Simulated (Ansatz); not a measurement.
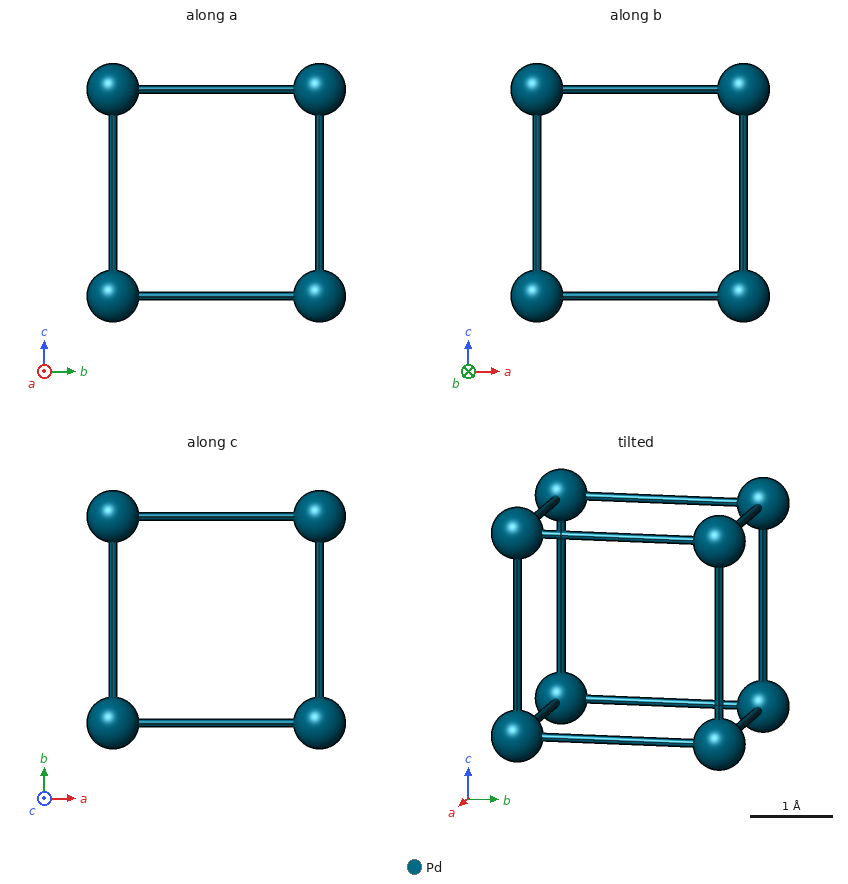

Ball-and-stick representation of a periodic structure, projected along the a axis, along the b axis, along the c axis and slightly off an axis. The outline marks the conventional unit cell.

Lattice parameters: a = 2.532 Å, b = 2.532 Å, c = 2.532 Å, α = 90.00°, β = 90.00°, γ = 90.00°.

From the views, write a table of Wyckoff sites.

Answer. Space group Pm-3m (No. 221).
```csv
atom,site,x,y,z
Pd,1a,0.0000,0.0000,0.0000
```

The initial geometry was a structure type filled with this element by a generator (whether the element takes this form wasn't checked). Earlier steps of the study may have refined or changed the cell and positions. Ansatz was used for an electronic-structure calculation on it.

At this level of theory the cell isn't at rest (compressed, at 19 GPa), so its distances can differ from those at equilibrium, the more so the softer the solid.
